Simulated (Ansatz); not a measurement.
# A series of single points on ZnSe

System: ZnSe (4 atoms in the cell).
Method: DFT LDA, scalar-relativistic, plane waves, PAW, PAW set soft_1, no spin polarisation (Ansatz 0.2.0).

The 5 runs differ only in the geometry, by an even scaling of the cell at fixed fractional positions. The structure derives from a Materials Project entry.

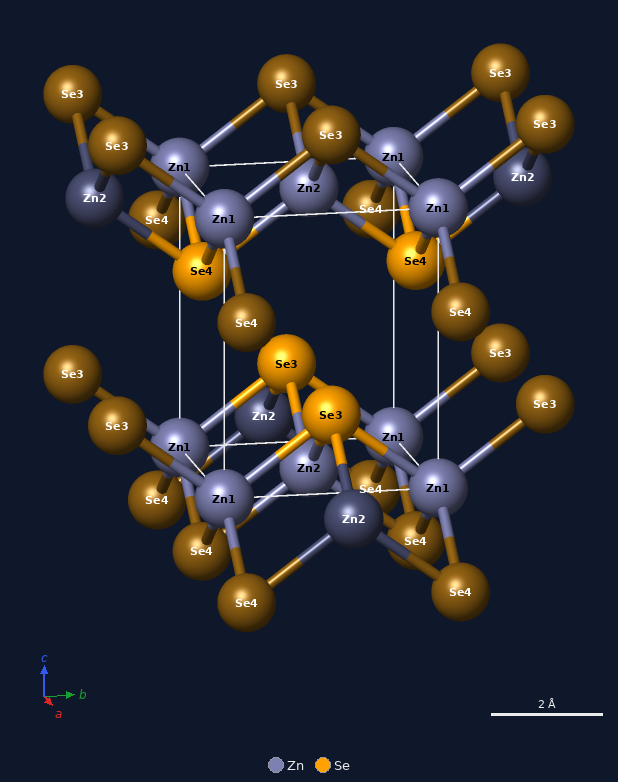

Figure 1. The structure of run 3 (ball-and-stick view of the cell of the calculation, seen slightly off an axis; neighbours outside the cell are drawn fainter; atoms are numbered from 1 in the order of the input).

## Input of run 3
```yaml
crystal:
  lattice:
    - [3.9494246338, 0.0, 0.0]
    - [0.0, 3.9494246338, 0.0]
    - [0.0, 0.0, 5.2125156862]
  atoms:
    - { symbol: Zn, position: [0.0, 0.0, 0.0] }
    - { symbol: Zn, position: [0.5, 0.5, 0.0] }
    - { symbol: Se, position: [0.0, 0.5, 0.2797006005] }
    - { symbol: Se, position: [0.5, 0.0, 0.7202993995] }
basis:
  ecutwfc: 520.0
kpoints:
  mp_grid: { grid: [8, 8, 6] }
hamiltonian:
  xc: lda
  pseudopotentials: { kind: paw, azcp: { folder: soft_1 } }
scf:
  occupations: { method: gaussian, width: 0.05 }
output:
  forces: true
  stress: true
  eigenvalues: true
```

Command:
```bash
ansatz run input.yaml --threads 2 --pin off --max-ram 4096MiB --backend cpu --events-out ev --progress --plain --runs-dir out
```

Lattice vectors (Å) and fractional positions of run 3:
```
   3.949425    0.000000    0.000000
   0.000000    3.949425    0.000000
   0.000000    0.000000    5.212516
Zn  0.000000  0.000000  0.000000
Zn  0.500000  0.500000  0.000000
Se  0.000000  0.500000  0.279701
Se  0.500000  0.000000  0.720299
```

Run 2 differs from it as follows:
```diff
-    - [3.9494246338, 0.0, 0.0]
-    - [0.0, 3.9494246338, 0.0]
-    - [0.0, 0.0, 5.2125156862]
+    - [3.9159718085, 0.0, 0.0]
+    - [0.0, 3.9159718085, 0.0]
+    - [0.0, 0.0, 5.1683640962]
```

## Results, with one run withheld

| run | volume per atom (Å³) | free energy per atom, from the lowest run given (meV) | pressure (GPa) | gap on the mesh (eV) |
| --- | --- | --- | --- | --- |
| 1 | 19.316 | 26.68 | 6.64 | 1.61 |
| 2 | 19.814 | ? | ? | ? |
| 3 | 20.326 | 0.25 | 1.96 | 1.59 |
| 4 | 21.364 | 0.00 | −1.71 | 1.51 |
| 5 | 22.443 | 21.67 | −4.59 | 1.41 |

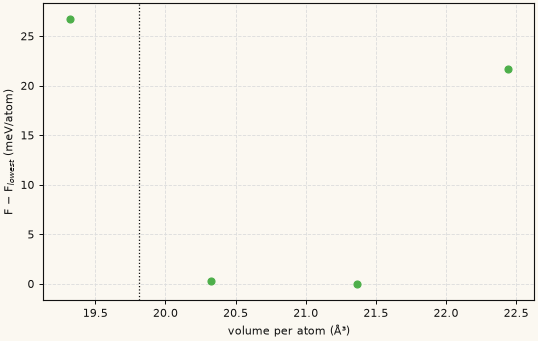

Figure 2. Free energy per atom of the runs given; the dotted line marks run 2.

Fit the runs given and predict run 2.

A quadratic polynomial in V^(−2/3) (the Birch–Murnaghan form), fitted to the 4 runs given, misses them by at most 0.10 meV per atom. With x = V^(−2/3) − 0.13218 Å⁻², it reads F = −2.8256 + 232.14 x + 6.17e+05 x² (meV per atom). At run 2 it gives 10.08 meV per atom, and the run itself gives 9.97. The slope of the fit gives a pressure −dF/dV of 4.16 GPa there, and the run prints 4.17 GPa. The fit has its minimum at 20.854 Å³ per atom, where V d²F/dV² gives 73.4 GPa. Cell shape and fractional positions are held, so this is the stiffness under even scaling; the relaxed bulk modulus wasn't computed and can be far lower in a crystal of layers, chains or molecules like this one. The gap on the mesh goes, without turning, from 1.61 eV in run 1 to 1.41 eV in run 5; run 2 has 1.60 eV. These are gaps of this functional on this mesh, which can miss the band edges; they aren't the measured gap.

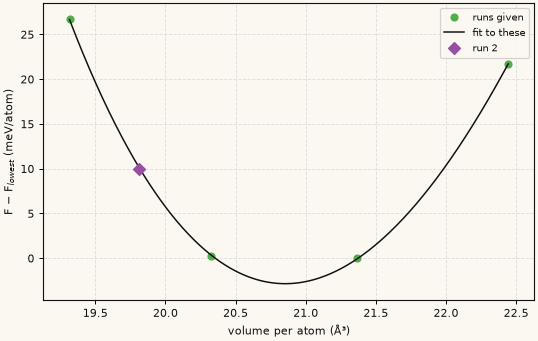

Figure 3. The fit and the withheld run.

## Output, shortened to warnings, some set-up lines, iterations and results (run 2)
```
Warning: [file] the record states the generating functional pbe (its physics header spells it `PBE`), which answers neither for hamiltonian.xc's functional nor for the lda family's — results may be inconsistent (PPs are generated against a specific XC)
Warning: [file] the record states the generating functional pbe (its physics header spells it `PBE`), which answers neither for hamiltonian.xc's functional nor for the lda family's — results may be inconsistent (PPs are generated against a specific XC)
Basis set: ecut = 520 eV, 2123 PW (Γ)
Symmetry: 16 space group operations
k-points: 60 of 384
Initial density: superposition of atomic densities (chi_scale 0.1, normalization cell, long waves kept (reshape's long-wave potential 0.08 eV rms))
[...]
SCF iter   1: F=—  HF=-17262.136919 eV  |F-HF|=—  |Δ(HF+E_count)|=         —  Δρ=6.56e-2  dr2=3.97e0  ethr=3.10e-3  ⟨swp⟩=6.6  Hψ=9225  notcnv=0
SCF iter   2: F=—  HF=-17261.169416 eV  |F-HF|=—  |Δ(HF+E_count)|=   9.68e-1  Δρ=1.86e-2  dr2=4.39e-1  ethr=3.10e-3  ⟨swp⟩=3.0  Hψ=3916  notcnv=0  defer=107
SCF iter   3: F=—  HF=-17260.997629 eV  |F-HF|=—  |Δ(HF+E_count)|=   1.72e-1  Δρ=1.29e-2  dr2=1.42e-1  ethr=7.84e-4  ⟨swp⟩=2.1  Hψ=3501  notcnv=0  defer=53
SCF iter   4: F=—  HF=-17260.963569 eV  |F-HF|=—  |Δ(HF+E_count)|=   3.41e-2  Δρ=5.87e-3  dr2=1.68e-2  ethr=2.54e-4  ⟨swp⟩=3.0  Hψ=3469  notcnv=0  defer=60
SCF iter   5: F=—  HF=-17260.966893 eV  |F-HF|=—  |Δ(HF+E_count)|=   3.32e-3  Δρ=1.01e-3  dr2=7.05e-4  ethr=2.99e-5  ⟨swp⟩=2.0  Hψ=3489  notcnv=0  defer=60
SCF iter   6: F=—  HF=-17260.966315 eV  |F-HF|=—  |Δ(HF+E_count)|=   5.78e-4  Δρ=6.01e-4  dr2=1.82e-4  ethr=1.26e-6  ⟨swp⟩=2.0  Hψ=3600  notcnv=0  defer=60
SCF iter   7: F=—  HF=-17260.966406 eV  |F-HF|=—  |Δ(HF+E_count)|=   9.05e-5  Δρ=2.22e-4  dr2=3.52e-5  ethr=3.25e-7  ⟨swp⟩=2.0  Hψ=3598  notcnv=0  defer=60
SCF iter   8: F=—  HF=-17260.966418 eV  |F-HF|=—  |Δ(HF+E_count)|=   1.17e-5  Δρ=2.92e-5  dr2=7.83e-7  ethr=6.29e-8  ⟨swp⟩=2.9  Hψ=2994  notcnv=0  defer=60
SCF iter   9: F=-17260.966418 eV  HF=-17260.966418 eV  |F-HF|=8.73e-8  |Δ(HF+E_count)|=   5.28e-7  Δρ=1.45e-5  dr2=9.53e-8  ethr=1.79e-10  ⟨swp⟩=11.1  Hψ=10406  notcnv=0
SCF 1 converged in 9 iterations: F = -17260.966418 eV  dr2 = 9.53e-8
SCF converged after 9 iterations
Free energy (F): -17260.966418 eV
Harris-Foulkes:  -17260.966418 eV  (|F-HF|=8.73e-8)
Internal energy: -17260.966418 eV  (E = F + TS)
E sigma→0 (E₀):  -17260.966418 eV
Fermi energy:    9.066099 eV
--- Per-component energies (eV) ---
  E_band       = -716.133925
  E_kinetic    = 523.291914
  E_local      = -9422.419753  (includes V_loc(G=0)·N_el)
  E_nonlocal   = 945.129476
  E_hartree    = 4380.391434
  E_xc         = -327.611992
  E_vxc        = -287.717012  (∫ρ·V_xc dr)
  E_paw        = -7742.910990  (= ΣΔE_a)
  E_vpaw       = -1235.216869  (= ΣTr[D̂ρ^β])
  E_aug_tail   = 0.000172  (compensation charges beyond the density's cutoff)
  E_ewald      = -5624.385684
  E_core_change = 7.549007  (= ΣΔE_core)
  E_smearing   = -0.000000  (= −TS)
  E_closure    = -0.000000  (closes the sum)
  Σ components = -17260.966418   (vs F -17260.966418, Δ=0.00e0)
--- Forces (eV/Å), atoms counted from 1 ---
  atom   1  Zn     0.00000000     0.00000000     0.00000000
  atom   2  Zn     0.00000000     0.00000000    -0.00000000
  atom   3  Se     0.00000000     0.00000000     0.56206178
  atom   4  Se     0.00000000     0.00000000    -0.56206178
  max |Σ_I F_I| component: 0.00e0 eV/Å
--- Stress (GPa, compression-positive) ---
        4.267297       0.000000       0.000000
        0.000000       4.267297       0.000000
        0.000000       0.000000       3.987545
  P = ⅓ Tr σ = 4.1740 GPa (41.740 kbar)
```

The program warns: the PAW datasets were made with another functional.
